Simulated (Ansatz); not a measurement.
This input was run:

```
crystal:
  lattice:
    - [3.1799996605, 0.0, 0.0]
    - [-1.5899998303, 2.75396049, 0.0]
    - [0.0, 0.0, 5.166]
  atoms:
    - { symbol: Ga, position: [0.3333333333, 0.6666666667, 0.0] }
    - { symbol: Ga, position: [0.6666666667, 0.3333333333, 0.5] }
    - { symbol: "N", position: [0.3333333333, 0.6666666667, 0.375] }
    - { symbol: "N", position: [0.6666666667, 0.3333333333, 0.875] }
kpoints:
  mp_grid: { grid: [10, 10, 5] }
  band_path:
    path:
      - [0.0, 0.0, 0.0]
      - [0.5, 0.0, 0.0]
      - [0.3333333333, 0.3333333333, 0.0]
      - [0.0, 0.0, 0.0]
      - [0.0, 0.0, 0.5]
      - [0.5, 0.0, 0.5]
      - [0.3333333333, 0.3333333333, 0.5]
      - [0.0, 0.0, 0.5]
      - [0.5, 0.0, 0.5]
    npoints: 8
scf:
  occupations: { method: fermi_dirac, width: 0.01 }
hamiltonian:
  xc: pbe
  pseudopotentials: { kind: all_electron, lapw: { basis_error: 0.001 } }
output:
  forces: true
  stress: true
  eigenvalues: true
  fatbands: true
  populations: true
  dos: { projected: true, de: 0.2, e_range: [-14, 8] }
```

What will the density of states look like?

There is a gap; over the k points computed it is 1.98 eV. By projected weight, the top eV of the valence band is N 2p (90 %). The upper group of valence states starts about 7.0 eV under the valence-band top (which lies at −1.0 eV on this axis), with a gap beneath it; it holds about 12 electrons a cell. The tallest peak in the window is at −2.4 eV; by projected weight it is N 2p (85 %) and Ga 4p (15 %).

The cell is at 7 GPa in this functional.

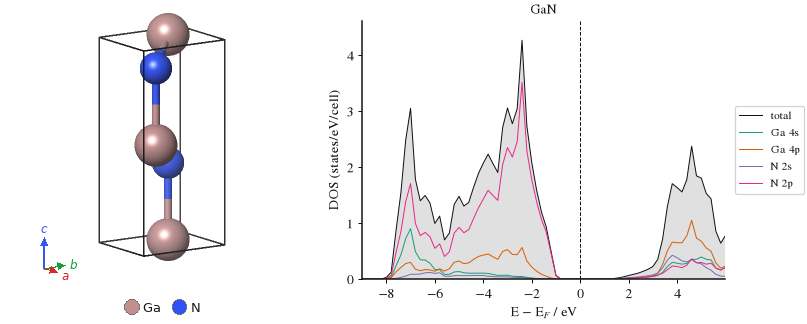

Density of states, beside the structure. Energies are counted from the Fermi level. The partial curves are projected on atomic shells.
